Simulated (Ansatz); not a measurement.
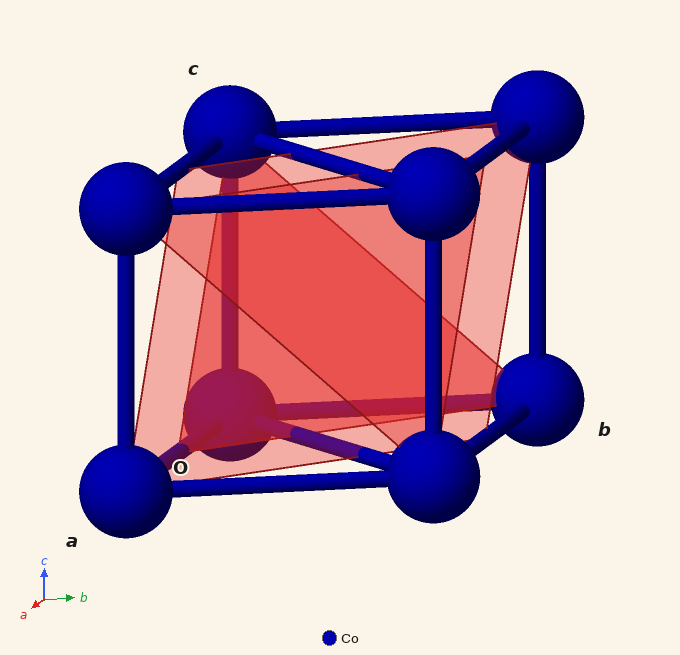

Crystal: Co, the geometry relaxed with Ansatz 0.2.0, DFT PBEsol, scalar-relativistic, plane waves, PAW; the starting structure was generated, so it need not be a known form of this composition. Every member of one family of equally spaced planes, hx + ky + lz = a whole number, that cuts the unit cell is shaded (one member passes through the origin O, touching the cell only at an edge or corner). Geometry calculated from the standardised cell; symmetry tolerance 0.002 Å.

a = 2.412 Å, b = 2.412 Å, c = 2.257 Å, α = 90.00°, β = 90.00°, γ = 120.00°.

What are the Miller indices?

Answer. (2 1 1), in four indices (2 1 −3 1); the opposite sign names the same planes. The member next to the origin meets the axes a at 1/2, b at 1, c at 1.

What is the spacing?

Answer. d = 0.745 Å.

Which atoms of the cell lie in these planes (within 0.03 Å)?

Answer. The Co atom.
